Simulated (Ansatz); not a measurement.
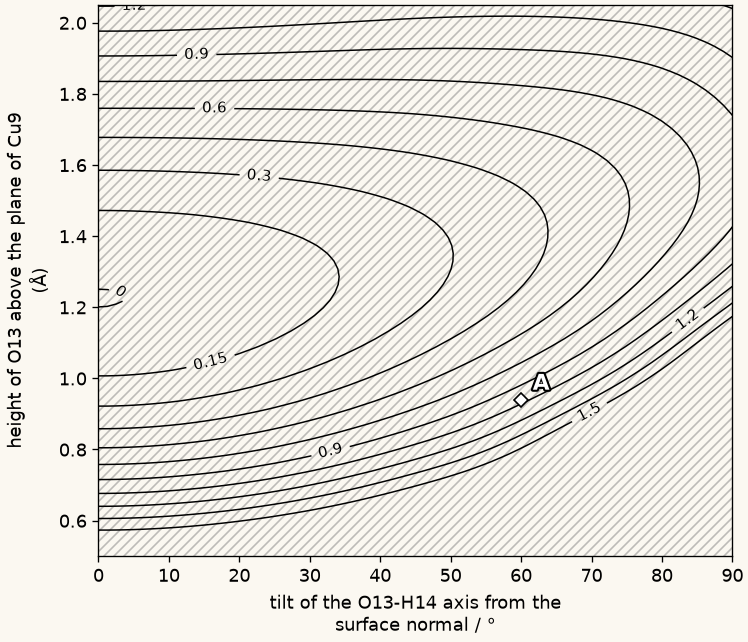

OH on a Cu(100) slab cut from the Fm-3m phase, its upper half relaxed before the scan (12 atoms of substrate and one adsorbate in a 2 × 2 cell). OH stands on one site of a rigid substrate while its tilt and height are varied at a fixed bond length; it sits over a hollow of the top layer over the deeper atom Cu5, heights counted from the top plane, tilted towards the diagonal of the 1 × 1 surface cell. Coordinates scanned: (1) tilt of the O13-H14 axis from the surface normal; (2) height of O13 above the plane of Cu9. Grid: 7 × 6 points. At 3 points there is no value (left out of the scan, as a rule where atoms come close). Points are written as (first, second). Energies: eV, counted from the lowest grid point. Theory: DFT PBE, scalar-relativistic, plane waves, PAW (Ansatz 0.2.0). Settings: cutoff 420 eV, k-mesh 5×5×1, gaussian smearing 0.1 eV, spin-polarised.

Drawn: contour lines labelled in eV (none above 1.5), hatched blanks where no value was computed, the point A. Between grid points the surface is interpolated.

**Is A at rest? If not, where is it pushed?**

A, at (60°, 0.94 Å), is not a stationary point. The computed force is 0.027 eV for each degree towards smaller values of the first coordinate and 3 eV for each Å towards larger values of the second coordinate.

PAW datasets: the set soft_1.
